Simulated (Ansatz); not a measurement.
**Sc$_{2}$AlN$_{3}$: density, localisation and related maps**

The calculation's input:

```
crystal:
  lattice:
    - [3.4392501224, 0.0, 0.0]
    - [-1.7196250612, 2.9784779759, 0.0]
    - [0.0, 0.0, 15.3362120967]
  atoms:
    - { symbol: Sc, position: [0.3333333333, 0.6666666667, 0.3331881488] }
    - { symbol: Sc, position: [0.3333333333, 0.6666666667, 0.6565739048] }
    - { symbol: Sc, position: [0.6666666667, 0.3333333333, 0.1565739048] }
    - { symbol: Sc, position: [0.6666666667, 0.3333333333, 0.8331881488] }
    - { symbol: Al, position: [0.3333333333, 0.6666666667, 0.00114717] }
    - { symbol: Al, position: [0.6666666667, 0.3333333333, 0.50114717] }
    - { symbol: "N", position: [0.3333333333, 0.6666666667, 0.1242650626] }
    - { symbol: "N", position: [0.3333333333, 0.6666666667, 0.4737368374] }
    - { symbol: "N", position: [0.3333333333, 0.6666666667, 0.7960888663] }
    - { symbol: "N", position: [0.6666666667, 0.3333333333, 0.2960888663] }
    - { symbol: "N", position: [0.6666666667, 0.3333333333, 0.6242650626] }
    - { symbol: "N", position: [0.6666666667, 0.3333333333, 0.9737368374] }
basis:
  ecutwfc: 420
kpoints:
  mp_grid: { grid: [12, 12, 2] }
  band_path:
    path:
      - [[0.0, 0.0, 0.0], [0.5, 0.0, 0.0], [0.33333333, 0.33333333, 0.0], [0.0, 0.0, 0.0], [0.0, 0.0, 0.5], [0.5, 0.0, 0.5], [0.33333333, 0.33333333, 0.5], [0.0, 0.0, 0.5]]
      - [[0.5, 0.0, 0.5], [0.5, 0.0, 0.0]]
      - [[0.33333333, 0.33333333, 0.5], [0.33333333, 0.33333333, 0.0]]
    npoints: 10
hamiltonian:
  xc: pbe
scf:
  occupations: { method: gaussian, width: 0.02 }
  n_extra_bands: 30
output:
  forces: true
  stress: true
  eigenvalues: true
  populations: true
  dos: { projected: true, de: 0.02, nscf_kmesh: { grid: [18, 18, 3] } }
  bader: false
  write_density: true
  write_potential: true
  elf: true
  volumetric_format: npy
```

Run with:

```sh
ansatz run input.yaml --threads 1 --pin off --max-ram 2560MiB --backend cpu --events-out ev --progress --plain --runs-dir out
```

Below, planes, directions and counts refer to the conventional cell (a = 3.44 Å, b = 3.44 Å, c = 15.34 Å, α = 90.00°, β = 90.00°, γ = 120.00°).

Space group P6₃mc; a structure generated by program, which may or may not match a known phase.

The calculation used DFT PBE, scalar-relativistic, plane waves, PAW in Ansatz.

Core electrons are frozen (PAW), and the valence fields are smoothed inside the atomic spheres.

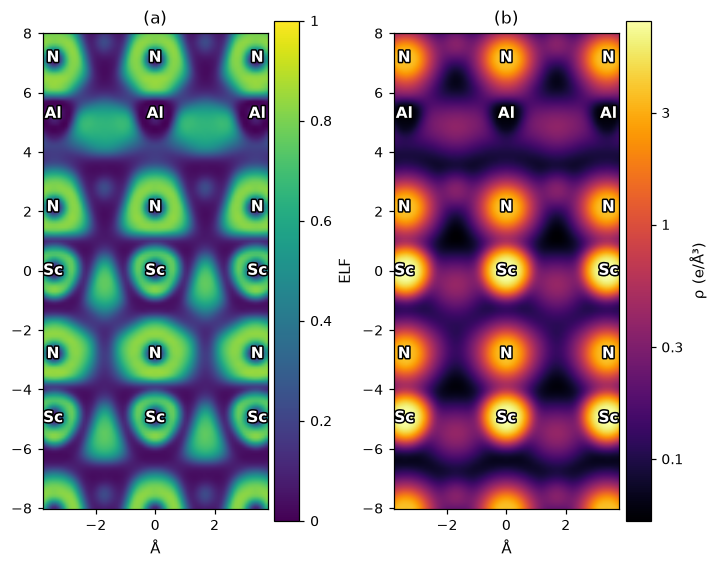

Figure 1. (a) electron localisation function; (b) valence charge density (pseudo) on the (100) plane of the conventional cell.

**Read the bonding off the picture.**

The plane passes through Sc, Al and N nuclei.
Al–N (1.89 Å): ρ is about 0.66 e/Å³ halfway; the ELF peaks at about 0.85 in the valence shell of N, 0.8 Å from its nucleus, and is about 0.85 at the midpoint.
Sc–N (2.14 Å): the density is about 0.5 e/Å³ at the midpoint; the ELF peaks at about 0.80 in the valence shell of N, 0.6 Å from its nucleus, and is about 0.20 at the midpoint; no shared electron pair shows on this line.
Between the atoms the lowest density in this plane is 0.05 e/Å³.
The features right at Sc lie inside the PAW spheres, where the map follows smoothed inner orbitals and isn't to be read closely.

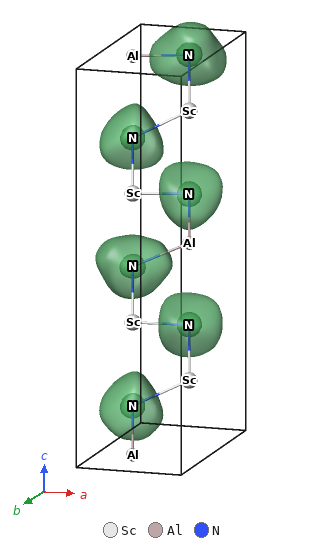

Figure 2. Isosurface of the electron localisation function at 0.65 (green), seen at an oblique angle. Core shells and regions of very low density are left out. Sticks mark near contacts.

**Where are the electrons localised?**

The ELF exceeds this value in four regions on N in which the atom's valence shell and bonds are merged and two regions wrapped around N (the valence shell of each), counted in one cell of 12 atoms. Any copies at cell faces, edges or corners count once. Along the contacts the grid gives the following. Sc–N (2.05 Å): the ELF peaks at about 0.85 in the valence shell of N, 0.6 Å from its nucleus, and is about 0.20 at the midpoint (no localised pair shows between them).

**Metal or insulator at this level of theory?**

It is gapped, with a Kohn–Sham gap of 3.2 eV on the k-point mesh, an upper bound to the gap of this method.
